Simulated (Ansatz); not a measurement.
## Electronic structure of BaTe in real space

```
Ba Te
1.0
     3.51472    3.51472    0.00000
    -3.55005    3.55005    0.00000
     0.00000    0.00000    7.06477
Ba Te
2 2
Direct
  0.00000 0.00000 0.00000
  0.50000 0.50000 0.50000
  0.50000 0.50000 0.00000
  0.00000 0.00000 0.50000
```

Space group Immm; started from the rocksalt prototype, which need not be the ambient phase; changed on purpose from its base cell (shear xy strain -1.0%).

Theory: DFT, HSE06, plane waves, PAW (Ansatz).

In a PAW calculation such maps are meaningful between the atoms, not at the nuclei.

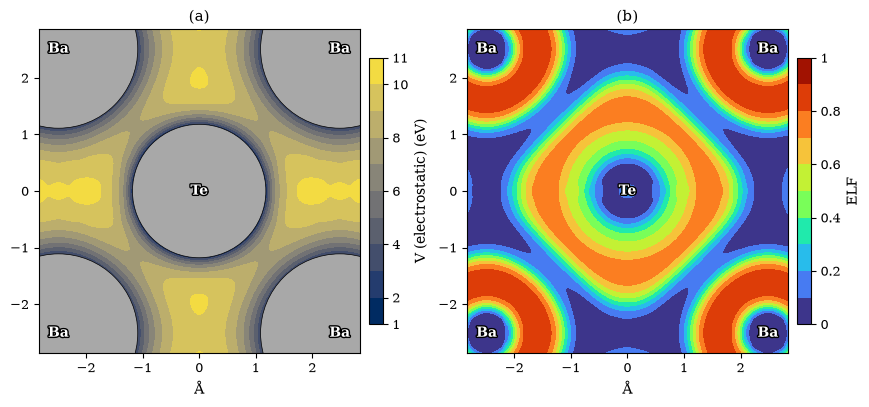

Figure 1. (a) electrostatic potential (local pseudopotential plus Hartree) felt by an electron; (b) ELF on the (001) plane of the conventional cell. Grey discs cover the atomic cores in the potential map.

Q: Interpret the plot.

A: Atoms in the plane: Ba and Te.
Ba–Te (3.53 Å): the ELF peaks at about 0.75 in the valence shell of Te, 1.3 Å from its nucleus, and drops to about 0.10 between the two atoms (no localised pair shows between them).
The features right at Ba lie inside the PAW spheres, where the map follows smoothed inner orbitals and isn't to be read closely.
Outside the cores the potential energy rises away from the atoms and is highest about 2.1 Å from the nearest atoms; its zero is arbitrary.

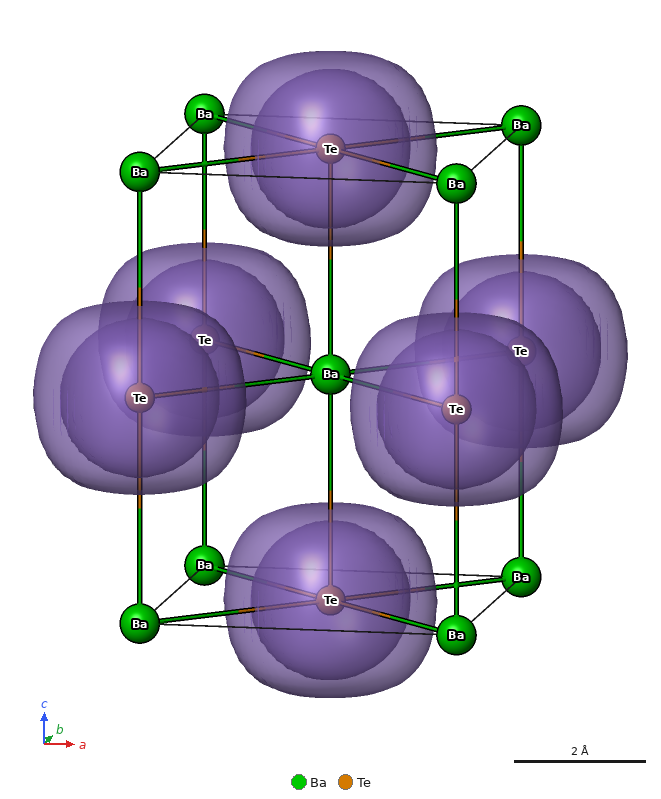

Figure 2. Isosurface of the electron localisation function at 0.7 (purple), seen slightly off an axis. Core shells and regions of very low density are left out. Sticks mark near contacts.

Q: Describe the localisation domains.

A: The surface consists of two regions wrapped around Te (the valence shell of each), counted in one cell of 4 atoms. Regions shared between cells count once.

Q: Does the calculation give a band gap?

A: It is gapped, with a Kohn–Sham gap of 2.3 eV on the k-point mesh, an upper bound to the gap of this method.
